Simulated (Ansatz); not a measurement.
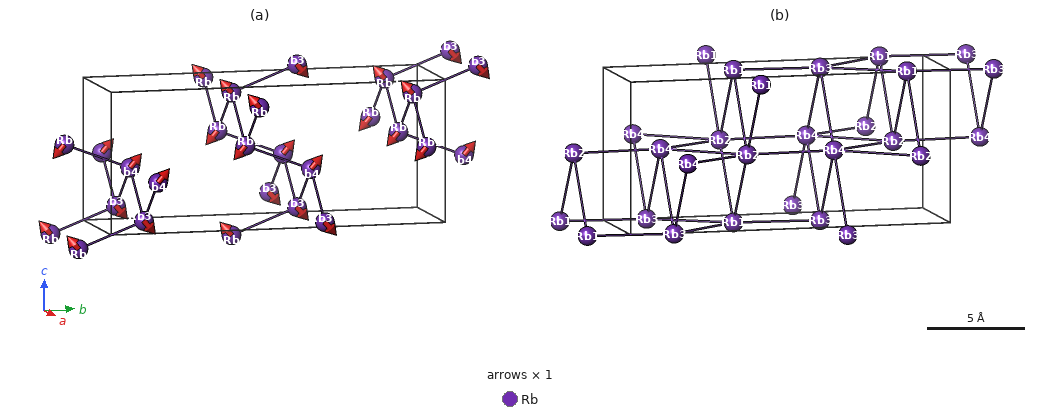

The structure of crystalline Rb (built on the black phosphorus_64 type) (coarse preliminary run) before (left) and after (right) a relaxation, at one scale. The red arrows give the displacements (the part carried along by the change of the cell is left out), at their true length.

Style: ball-and-stick. Shown: the conventional cell (2 times the calculation's cell), slightly off an axis. Lengths and directions refer to the drawn axes.

Case: black phosphorus type (Cmce, No. 64).

Method: DFT PBE, scalar-relativistic, plane waves, PAW in Ansatz 0.2.0. Settings: plane-wave cutoff 420 eV; k-point mesh 4 × 4 × 4; occupations gaussian; smearing width 0.1 eV; no spin polarisation; cell and atoms relaxed; force threshold 0.04 eV/Å; at most 70 steps.

### Describe what moved and what it gained.

The largest moves relative to the cell, 0.99 Å, are those of Rb1, Rb2, Rb3 and Rb4. Rb2 goes roughly along [0 −1 −2]. The volume changes by +0.9 %, with a 5.645 → 5.564 Å (−1.4 %), b 17.908 → 17.133 Å (−4.3 %), c 7.470 → 7.993 Å (+7.0 %). Some distances before and after: Rb1–Rb3 6.278 → 4.803 Å, Rb1–Rb2 3.699 → 4.913 Å, Rb1–Rb2 (another image) 5.811 → 4.827 Å, Rb1–Rb3 (another image) 3.759 → 4.652 Å. New bonds form: Rb1–Rb2 (5.81 → 4.83 Å), Rb1–Rb3 (6.28 → 4.80 Å), Rb2–Rb4 (6.28 → 4.80 Å), Rb3–Rb4 (5.81 → 4.83 Å). Among the angles between lasting bonds that change: Rb2–Rb1–Rb2 99.5° → 69.0°, Rb2–Rb1–Rb3 103.4° → 89.5°. The space group stays Cmce (No. 64). The energy falls by 321 meV per atom in 7 accepted moves (8 points after the start). The largest force component goes from 0.53 to 0.02 eV/Å. Pressure: 0.81 GPa at the start and −0.01 GPa at the end. At 1 point the geometry stayed and the basis and grid were re-selected for the new cell (energy shift of less than 0.05 meV per atom at most each time). The run took about 60 core-seconds on a shared host.
